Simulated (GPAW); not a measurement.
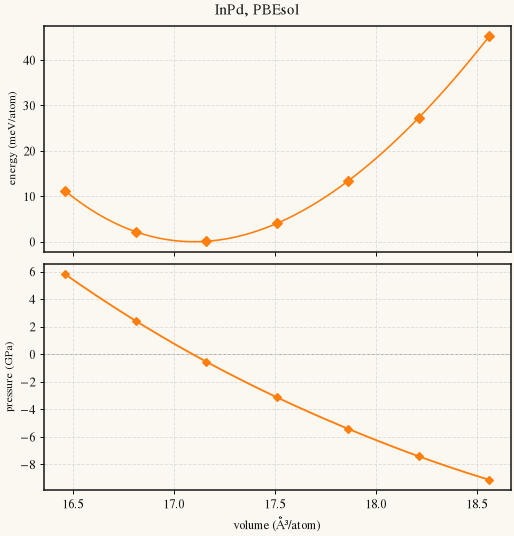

Caption: Energy and pressure against volume for InPd, space group Pm-3m (No. 221).

A third-order Birch–Murnaghan fit gives V0 = 17.10 Å³/atom, B0 = 139 GPa and B′ = 5.5. The energy is 11.23 meV/atom at volume 16.46 Å³/atom and 45.30 meV/atom at 18.56 Å³/atom; the lowest computed point is at volume 17.16 Å³/atom (0.10 meV/atom). The pressure falls from 5.81 GPa at volume 16.46 Å³/atom to −9.12 GPa at 18.56 Å³/atom, and changes sign near 17.10 Å³/atom.

Computed with GPAW 26.7.0: PAW DFT in plane waves, on a grid or in atomic orbitals, no spin polarisation; energies at scaled volumes of the given cell, shape and fractions fixed, counted from the fit's minimum, third-order Birch-Murnaghan fit. Level: PBEsol.

k mesh 8×8×8; occupations Fermi–Dirac; smearing width 0.05 eV; potentials PAW data sets made by gpaw setup for the functional; wave cutoff 600 eV; program settings basis pw.

The given structure:
```yaml
crystal:
  lattice:
    - [3.27188, 0.00000, 0.00000]
    - [0.00000, 3.27188, 0.00000]
    - [0.00000, 0.00000, 3.27188]
  atoms:
    - { symbol: In, position: [0.00000, 0.00000, 0.00000] }
    - { symbol: Pd, position: [0.50000, 0.50000, 0.50000] }
```
